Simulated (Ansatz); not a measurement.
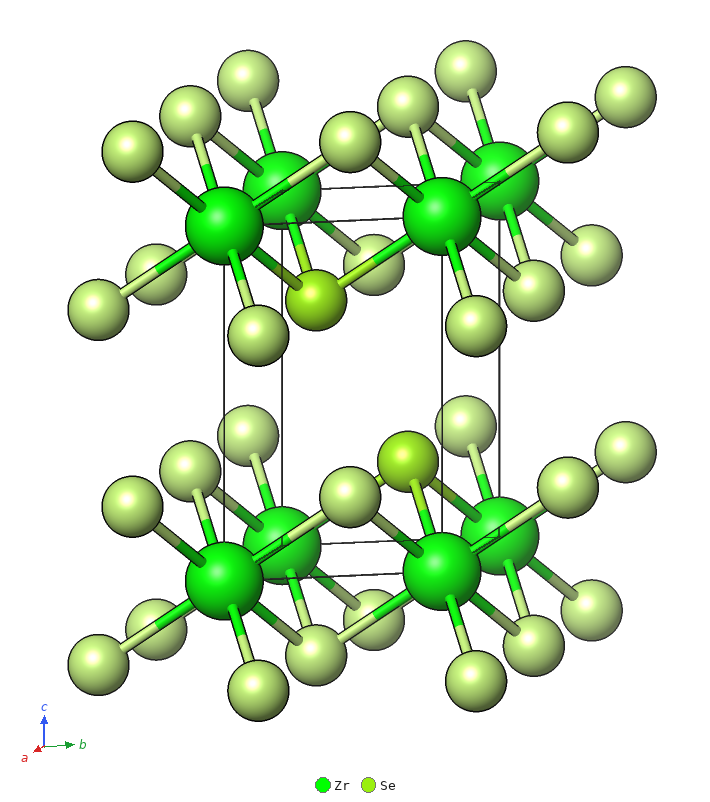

Shown here is a ball-and-stick view of the crystal, taken slightly off an axis. The conventional unit cell is drawn as a box. The bonded neighbours beyond the faces are included, in fainter colours.

ZrSe₂, cadmium iodide (CdI₂, 1T) type, space group P-3m1 (No. 164), a = 3.845 Å, b = 3.845 Å, c = 6.134 Å, α = 90.00°, β = 90.00°, γ = 120.00°. Starting structure: a structure type filled with these elements by a generator (whether the compound takes this form wasn't checked). The cell was then strained or its atoms displaced on purpose. A calculation with Ansatz used it as input.

This one geometry was computed with Ansatz (DFT, plane waves, PAW) at three levels of theory: r2SCAN, HSE06 and PBE.

**How does the band gap change with the level of theory?**

PBE: a gap of 0.35 eV, indirect; r2SCAN: a gap of 0.65 eV, indirect; HSE06: a gap of 1.00 eV, indirect.

**Collect the results in a table.**

| level | cutoff (eV) | k-mesh of the run's cell | gap (eV) | pressure (GPa) |
| --- | --- | --- | --- | --- |
| r2SCAN | 500 | 12×12×4 | 0.65 | -0.4 |
| HSE06 | 420 | 6×6×4 | 1.00 | -1.0 |
| PBE | 420 | 12×12×4 | 0.35 | 0.2 |

Gaps are taken on the k-mesh or band path of each run.
